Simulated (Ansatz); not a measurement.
# Calculations on AlN

**1. Scan**

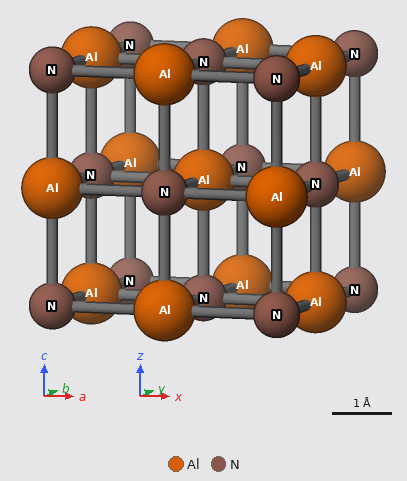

A scan of crystalline AlN (Fm-3m): the cell is strained equally along x and y and separately along z, with the atoms kept at their fractional coordinates. x, y and z are the Cartesian axes of the input. The picture shows the reference cell. The picture is a ball-and-stick view of the conventional cell (4 times the calculation's cell), seen slightly off an axis. Lengths and directions refer to the drawn axes.

All numbers below come from DFT PBE, scalar-relativistic, plane waves, PAW in Ansatz 0.2.0. Settings: plane-wave cutoff 420 eV; k-point mesh 10 × 10 × 10; occupations gaussian; smearing width 0.05 eV; no spin polarisation. Energies (free energies at the smearing named) are counted from the cell as listed in its source, which wasn't relaxed.

```
Al N
1.0
     0.00000    2.03452    2.03452
     2.03452    0.00000    2.03452
     2.03452    2.03452    0.00000
Al N
1 1
Direct
  0.50000 0.50000 0.50000
  0.00000 0.00000 0.00000
```

### Predict the energy profile on a grid with rows −0.030, −0.015, 0.000, 0.015, 0.030 and columns −0.030, −0.015, 0.000, 0.015, 0.030 (strain along x and y; strain along z).

Rows: strain along x and y; columns: strain along z; values in meV/atom.

```csv
,−0.030,−0.015,0.000,0.015,0.030
−0.030,60.3,43.1,32.1,26.4,25.2
−0.015,27.9,14.8,7.8,6.1,8.7
0.000,11.8,2.9,0.0,2.1,8.5
0.015,9.9,5.1,6.2,12.2,22.3
0.030,19.9,19.2,24.3,34.1,47.9
```

In pairs of (strain along x and y; strain along z): the lowest computed point lies at (0.000, 0.000) (0.0 meV/atom), the highest at (−0.030, −0.030) (60.3 meV/atom). The valley is tilted: raising the in-plane strain is made harder by raising the strain along z (cross term 0.47 of the geometric mean of the two curvatures). Over the ranges scanned the energy rises more along the first axis, the in-plane strain. The pressure runs from −18.5 GPa at (0.030, 0.030) to 28.0 GPa at (−0.030, −0.030).

As a map, interpolated between the computed points (dots):

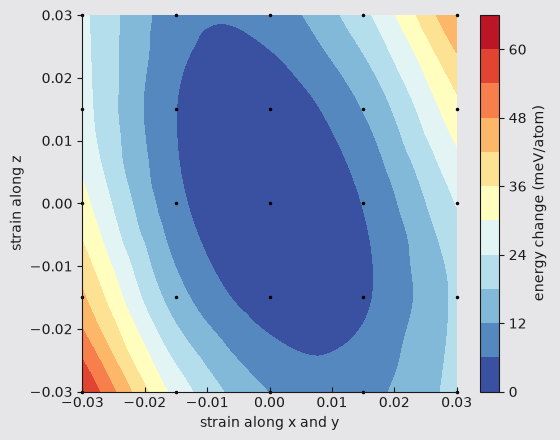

**2. Scan**

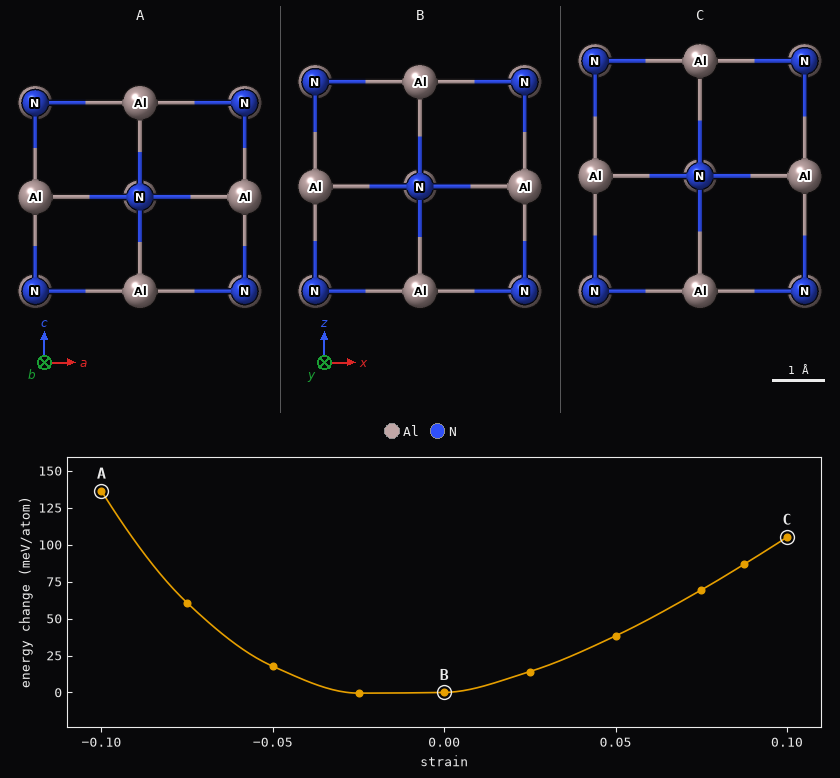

A scan of crystalline AlN (Fm-3m): the cell is strained along z alone, with the atoms kept at their fractional coordinates. x, y and z are the Cartesian axes of the input. The lettered frames are marked on the plot. Style: ball-and-stick. Shown: the conventional cell (4 times the calculation's cell), along the b axis. Lengths and directions refer to the drawn axes.

Method: DFT r2SCAN, scalar-relativistic, plane waves, PAW in Ansatz 0.2.0. Settings: plane-wave cutoff 500 eV; k-point mesh 10 × 10 × 10; occupations gaussian; smearing width 0.05 eV; no spin polarisation. Energies (free energies at the smearing named) are counted from the cell as listed in its source, which wasn't relaxed.

Q: Read off the main features of the energy profile.

A: The lowest computed point lies at the strain −0.025 (−0.4 meV/atom). At the ends of the scan the energy is 136.3 meV/atom (−0.10) and 105.1 meV/atom (0.10). The unrelaxed reference is under a pressure of −6.1 GPa, which tilts the curve. The distortion takes the space group from Fm-3m to I4/mmm. At the strain −0.10 the cell of the drawing goes c 4.069 → 3.662 Å.

**3. Energy map**

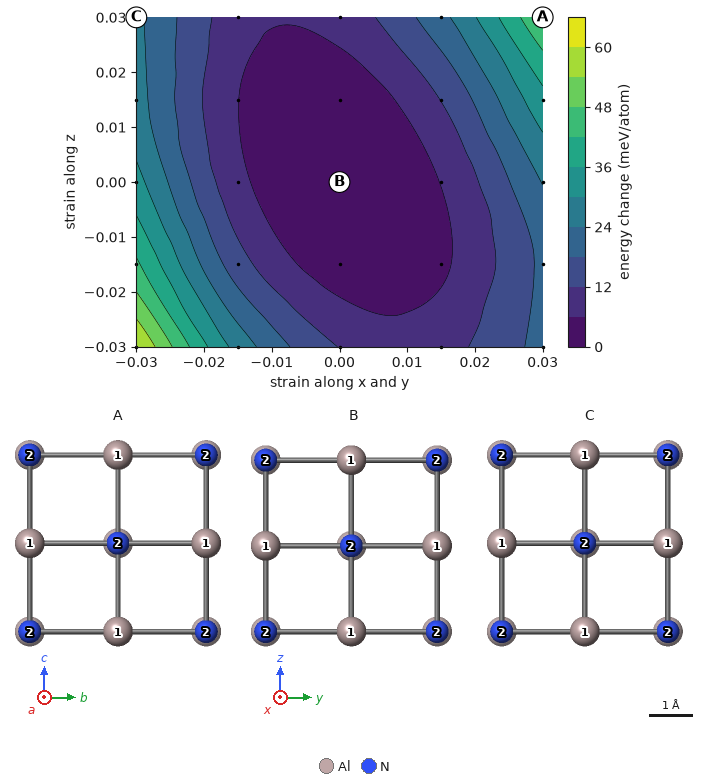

A scan of crystalline AlN (Fm-3m): the cell is strained equally along x and y and separately along z, with the atoms kept at their fractional coordinates. x, y and z are the Cartesian axes of the input. The map is interpolated between the computed points (dots). The lettered frames are marked on it. A ball-and-stick model of the conventional cell (4 times the calculation's cell), seen along the a axis. Lengths and directions refer to the drawn axes.

Computed with Ansatz, DFT PBE, scalar-relativistic, plane waves, PAW. Set-up: plane-wave cutoff 420 eV; k-point mesh 10 × 10 × 10; occupations gaussian; smearing width 0.05 eV; no spin polarisation. Energies (free energies at the smearing named) are counted from the cell as listed in its source, which wasn't relaxed.

Describe the energy landscape.

In pairs of (strain along x and y; strain along z): the lowest computed point lies at (0.000, 0.000) (0.0 meV/atom), the highest at (−0.030, −0.030) (60.3 meV/atom). The valley is tilted: raising the in-plane strain is made harder by raising the strain along z (cross term 0.47 of the geometric mean of the two curvatures). Over the ranges scanned the energy rises more along the first axis, the in-plane strain. The pressure runs from −18.5 GPa at (0.030, 0.030) to 28.0 GPa at (−0.030, −0.030). The frames lie at A (0.030, 0.030): 47.9 meV/atom, B (0.000, 0.000): 0.0 meV/atom, C (−0.030, 0.030): 25.2 meV/atom.

**4. Energy map**

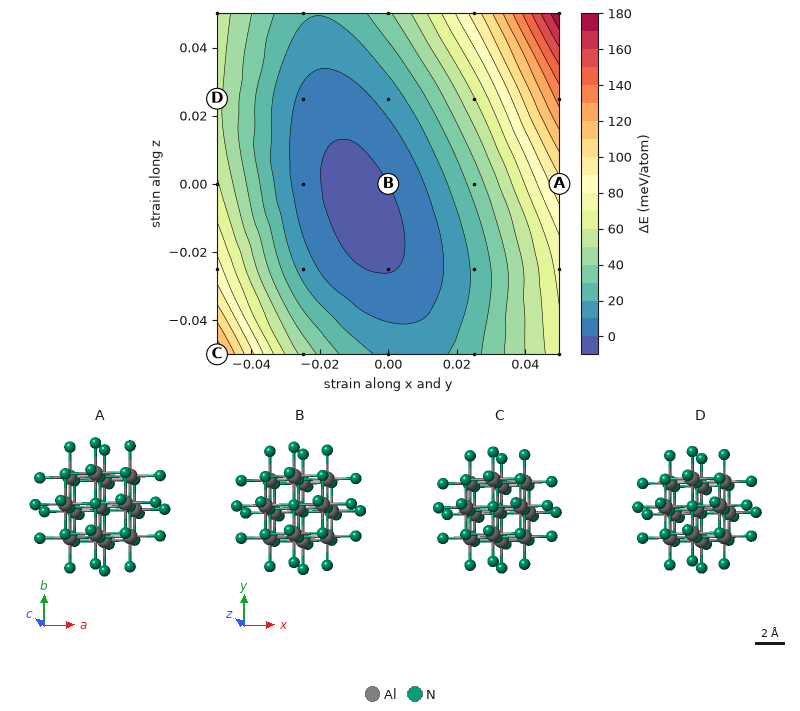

A scan of solid AlN (Fm-3m): the cell is strained equally along x and y and separately along z, with the atoms kept at their fractional coordinates. x, y and z are the Cartesian axes of the input. The map is interpolated between the computed points (dots). The lettered frames are marked on it. The picture is a ball-and-stick view of the conventional cell (4 times the calculation's cell), seen along the c axis, with a slight tilt. Lengths and directions refer to the drawn axes.

The calculation used DFT r2SCAN, scalar-relativistic, plane waves, PAW (Ansatz 0.2.0). Set-up: plane-wave cutoff 500 eV; k-point mesh 10 × 10 × 10; occupations gaussian; smearing width 0.05 eV; no spin polarisation. Energies (free energies at the smearing named) are counted from the cell as listed in its source, which wasn't relaxed.

**Describe the energy landscape.**

In pairs of (strain along x and y; strain along z): the lowest computed point lies at (0.000, −0.025) (−0.4 meV/atom), the highest at (0.050, 0.050) (178.8 meV/atom). The valley is tilted: raising the in-plane strain is made harder by raising the strain along z (cross term 0.48 of the geometric mean of the two curvatures). Over the ranges scanned the energy rises more along the first axis, the in-plane strain. The pressure runs from −33.4 GPa at (0.050, 0.050) to 46.5 GPa at (−0.050, −0.050). The frames lie at A (0.050, 0.000): 97.3 meV/atom, B (0.000, 0.000): 0.0 meV/atom, C (−0.050, −0.050): 127.8 meV/atom, D (−0.050, 0.025): 52.9 meV/atom.

The computed points:

Rows: strain along x and y; columns: strain along z; values in meV/atom.

```csv
,−0.050,−0.025,0.000,0.025,0.050
−0.050,127.8,84.6,61.2,52.9,55.8
−0.025,47.4,16.7,5.2,8.1,21.6
0.000,17.7,−0.4,0.0,14.2,38.3
0.025,27.2,21.6,33.8,59.2,93.9
0.050,66.7,73.3,97.3,133.7,178.8
```
